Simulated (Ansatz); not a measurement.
Co

```
Co
1.0
     4.05214    0.00000    0.00000
    -2.02607    3.50925    0.00000
     0.00000    0.00000    2.49267
Co
3
Cartesian
  0.0000 0.0000 0.0000
  0.0000 2.3395 1.2463
  2.0261 1.1697 1.2463
```

Space group P6/mmm; set up as Co, omega (AlB2-type); a generated structure, not necessarily the stable one; changed on purpose from its base cell (volume × 1.04); computed pressure about −6 GPa in this cell; spin-polarised.

All numbers below come from DFT, RPBE, plane waves (420 eV) with PAW, scalar-relativistic in Ansatz.

The density is the valence pseudo-density of a PAW calculation; it isn't the true density close to the nuclei.

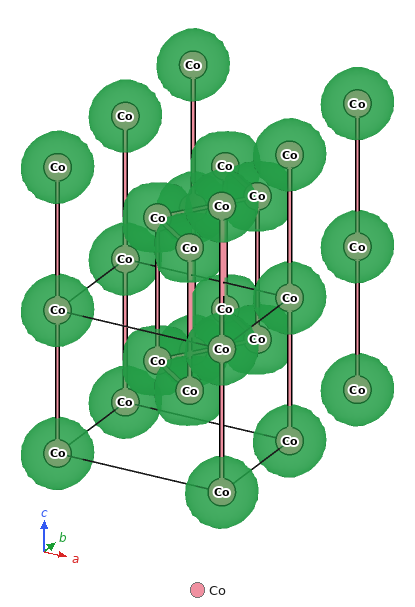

Figure 1. Isosurfaces of the magnetisation density (up minus down) at +0.4 (green) and −0.4 e/Å³ (red), seen slightly off an axis. Sticks mark near contacts.

Q: Describe the spin distribution.

A: The spin density sits on Co: +1.8 μB (×3) in one cell of 3 atoms: parallel moments (a ferromagnetic arrangement) in this solution. The cell of the calculation (3 atoms) carries 5.1 μB of net spin moment. Only one sign reaches the isovalue.

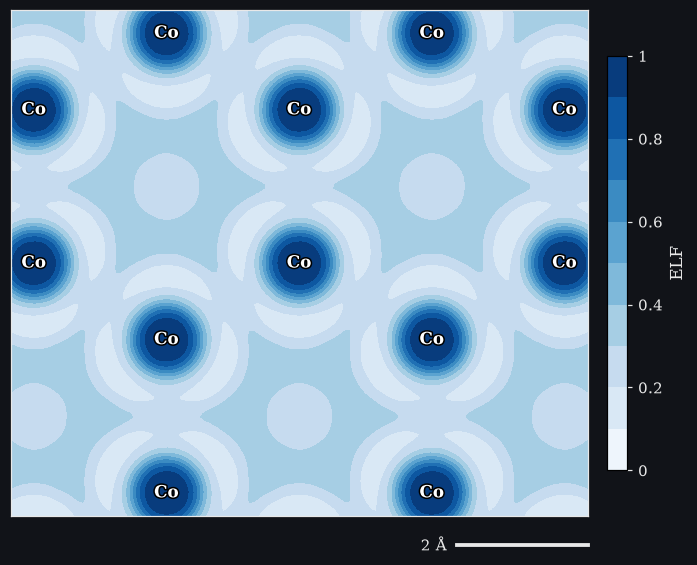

Figure 2. ELF on the (001) plane of the conventional cell.

Q: Interpret the plot.

A: The plane passes through Co nuclei. Co–Co (2.34 Å): the ELF is about 0.25 at the midpoint (no localised pair shows between them). The features right at Co lie inside the PAW spheres, where the map follows smoothed inner orbitals and isn't to be read closely.

Q: Does the calculation give a band gap?

A: It is metallic or semimetallic at this level of theory: no gap opens.
